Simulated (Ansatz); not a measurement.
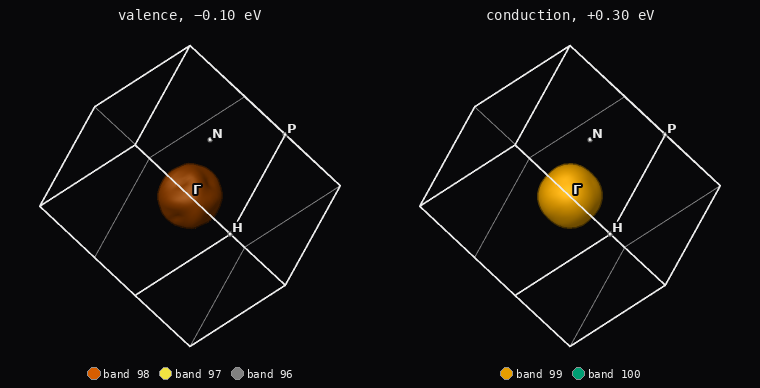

Hf3N4 in space group I-43d: constant-energy surfaces at both band edges (energies from each edge).

Method: DFT PBE, scalar-relativistic, plane waves, PAW; levels and slopes on a dense k mesh at the converged density (Ansatz 0.2.0). No spin polarisation. The levels come from a k mesh of 22×22×22 points. Cell and positions as given, without relaxation (residual pressure 7 GPa, largest force 0.3 eV/Å).

Masses come from a second pass at points close to the extrema; at the energies drawn a band may no longer be parabolic.

Q: What kind of gap has this crystal, and what size does the calculation give?

A: The gap is direct, 1.00 eV at this level of theory, which underestimates gaps and can reorder valleys that lie close.

Q: Give the valleys and their effective masses.

A: Valence band (extrema up to 0.10 eV from the edge): one maximum at Γ, three bands meeting there, with masses of 0.24 and 1.74 mₑ among them, each the same along x, y and z. Band 98 forms the valence edge; band 97 meets it there and band 96 meets it there.
Conduction band (extrema up to 0.30 eV from the edge): one minimum at Γ, two bands meeting there, with masses of 0.32 and 0.44 mₑ for the two bands, each the same along x, y and z. Band 99 forms the conduction edge; band 100 meets it there.

Where one band's surface lies inside another's, the outer one hides all or part of it.

Spin-orbit coupling, left out here, can change the gap, its kind, the place of the band edges and the masses, since the compound holds Hf.

Cost: 6.5 min on 4 threads of Arm Neoverse N1, on a shared host, peak memory 2.4 GiB.
